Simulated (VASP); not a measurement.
Si12H6C (slab)

```yaml
crystal:
  lattice:
    - [7.68059, 0.00000, 0.00000]
    - [0.00000, 7.68059, 0.00000]
    - [0.00000, 0.00000, 22.80875]
  atoms:
    - { symbol: Si, position: [0.10892, 0.99989, 0.66013] }
    - { symbol: Si, position: [0.14407, 0.49996, 0.64181] }
    - { symbol: Si, position: [0.41619, 0.00005, 0.65938] }
    - { symbol: Si, position: [0.43127, 0.50000, 0.67444] }
    - { symbol: Si, position: [0.01014, 0.24601, 0.60903] }
    - { symbol: Si, position: [0.01015, 0.75388, 0.60898] }
    - { symbol: Si, position: [0.48906, 0.25999, 0.61065] }
    - { symbol: Si, position: [0.48905, 0.74005, 0.61068] }
    - { symbol: Si, position: [0.25481, 0.24903, 0.54389] }
    - { symbol: Si, position: [0.25486, 0.75100, 0.54388] }
    - { symbol: Si, position: [0.74805, 0.25338, 0.55351] }
    - { symbol: Si, position: [0.74801, 0.74660, 0.55350] }
    - { symbol: Si, position: [0.24764, 0.00002, 0.48475] }
    - { symbol: Si, position: [0.25149, 0.50001, 0.48563] }
    - { symbol: Si, position: [0.74806, 0.00000, 0.49269] }
    - { symbol: Si, position: [0.75233, 0.49999, 0.49079] }
    - { symbol: Si, position: [0.99339, 0.00000, 0.42847] }
    - { symbol: Si, position: [0.99844, 0.50000, 0.42815] }
    - { symbol: Si, position: [0.50285, 0.00001, 0.42848] }
    - { symbol: Si, position: [0.50450, 0.49999, 0.42825] }
    - { symbol: Si, position: [0.00000, 0.25000, 0.36916] }
    - { symbol: Si, position: [0.00000, 0.75000, 0.36916] }
    - { symbol: Si, position: [0.50000, 0.25000, 0.36916] }
    - { symbol: Si, position: [0.50000, 0.75000, 0.36916] }
    - { symbol: H, position: [0.84897, 0.25000, 0.32882] }
    - { symbol: H, position: [0.15103, 0.25000, 0.32882] }
    - { symbol: H, position: [0.84897, 0.75000, 0.32882] }
    - { symbol: H, position: [0.15103, 0.75000, 0.32882] }
    - { symbol: H, position: [0.34897, 0.25000, 0.32882] }
    - { symbol: H, position: [0.65103, 0.25000, 0.32882] }
    - { symbol: H, position: [0.34897, 0.75000, 0.32882] }
    - { symbol: H, position: [0.65103, 0.75000, 0.32882] }
    - { symbol: H, position: [0.10445, 0.11408, 0.76565] }
    - { symbol: H, position: [0.10596, 0.88311, 0.76517] }
    - { symbol: H, position: [0.41598, 0.11701, 0.76438] }
    - { symbol: H, position: [0.41754, 0.88558, 0.76485] }
    - { symbol: C, position: [0.15933, 0.99935, 0.74365] }
    - { symbol: C, position: [0.36236, 0.00054, 0.74305] }
```

The calculation used VASP, Kohn-Sham DFT of a periodic cell, PBE, VASP PAW PBE potentials, recommended.

> What can the converged valence pseudo-density and electron localisation function tell about the bonding?

Si–H (1.48 Å): ρ is about 0.77 e/Å³ halfway; the ELF is about 1 at the midpoint (a covalent bond by its length).
Si–Si (2.40 Å): the density is about 0.52 e/Å³ at the midpoint; the ELF peaks at about 0.95 between the atoms: a covalent bond.

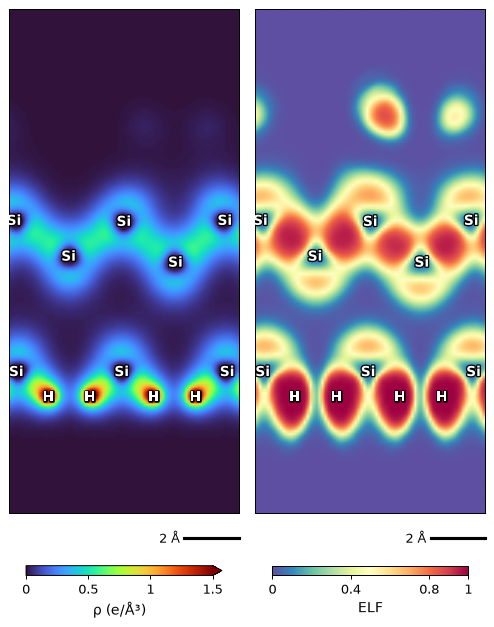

Computed valence pseudo-density and electron localisation function on the (010) plane of the calculation cell, a cut from vacuum to vacuum, in this order. 

Core electrons are frozen (PAW), and the valence fields are smoothed inside the atomic spheres.
